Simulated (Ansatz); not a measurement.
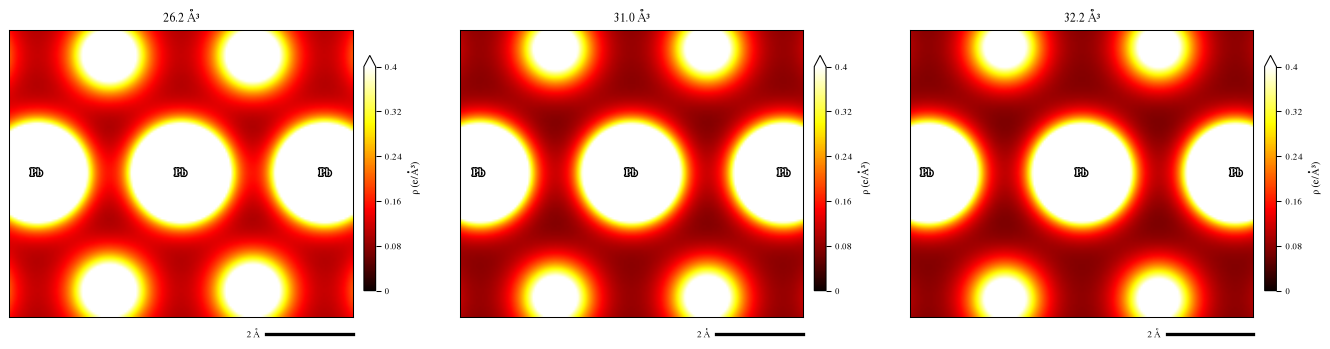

Pb. The valence charge density (pseudo) of cells scaled evenly to different volumes (given per atom above each panel), on the (100) plane of each (indices in the axes of the cell below), at one length scale and on one colour scale.

A generated structure, not necessarily the stable one.

Theory: DFT, PBEsol, plane waves (420 eV) with PAW, scalar-relativistic in Ansatz.

The density is the valence pseudo-density of a PAW calculation; it isn't the true density close to the nuclei.

The largest cell:

```yaml
crystal:
  lattice:
    - [3.61006, 0.00000, 0.00000]
    - [-1.80503, 3.12640, 0.00000]
    - [0.00000, 0.00000, 5.92088]
  atoms:
    - { symbol: Pb, position: [0.33333, 0.66667, 0.25000] }
    - { symbol: Pb, position: [0.66667, 0.33333, 0.75000] }
```

| volume (Å³/atom) | Pb–Pb contact in the plane (Å) | ρ at its midpoint (e/Å³) | pressure (GPa) | 
| --- | --- | --- | --- |
| 26.25 | 3.331 | 0.157 | 8.3 | 
| 27.45 | 3.381 | ? | ? | 
| 31.03 | 3.522 | 0.117 | −1.7 | 
| 32.22 | 3.567 | 0.109 | −3.0 | 
| 33.41 | 3.610 | 0.103 | −4.1 | 

### What values belong in the row with question marks?

Over the known rows ln ρ falls by 1.52 per Å of Pb–Pb distance (a least-squares line), which gives 0.145 e/Å³ at 3.381 Å; the calculation gives 0.145 e/Å³. For the pressure, a straight line in volume between the neighbouring rows gives 5.8 GPa; the calculation gives 4.8, lower because pressure rises ever faster on compression.
